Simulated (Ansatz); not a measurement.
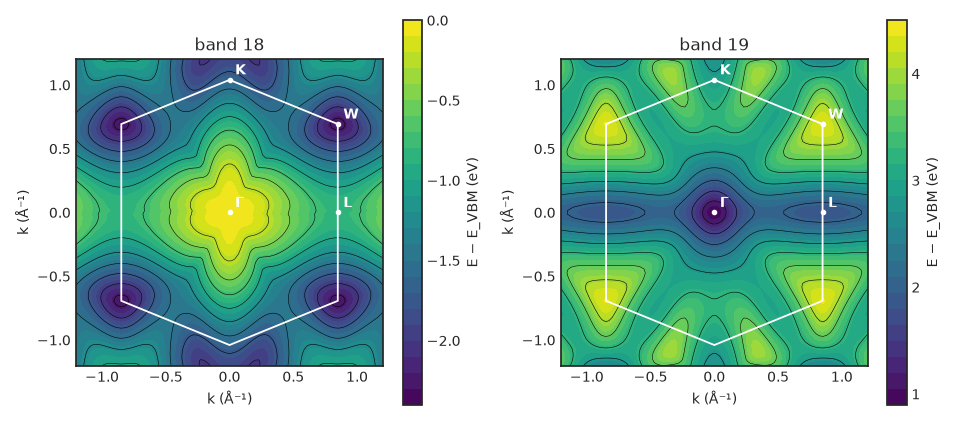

Two bands of CdTe (space group F-43m, No. 216) over the plane through Γ, L and W: the highest mostly filled and the lowest mostly empty one.

All numbers here come from Ansatz, DFT PBE, scalar-relativistic, plane waves, PAW; levels and slopes on a dense k mesh at the converged density. No spin polarisation. k mesh for the levels: 32×32×32. Cell and positions as given, without relaxation (residual pressure 4 GPa).

**Give both levels and their distance at the named points.**

```json
{"point": "Γ", "lower band (eV)": "0.00", "upper band (eV)": "0.87", "distance (eV)": "0.87"}
{"point": "L", "lower band (eV)": "−0.82", "upper band (eV)": "1.86", "distance (eV)": "2.68"}
{"point": "W", "lower band (eV)": "−2.33", "upper band (eV)": "4.37", "distance (eV)": "6.71"}
{"point": "K", "lower band (eV)": "−1.64", "upper band (eV)": "2.88", "distance (eV)": "4.52"}
```

**Where are the band edges of the whole zone?**

The valence band has one maximum at Γ, three bands meeting there, with masses of 0.071 and 0.49 mₑ among them, each the same along x, y and z; the conduction band has one minimum at Γ, mass 0.071 mₑ in all directions. The gap is direct, 0.87 eV at this level of theory, which underestimates gaps and can reorder valleys that lie close.

Spin-orbit coupling, left out here, can change the gap, its kind, the place of the band edges and the masses, since the compound holds Cd and Te.
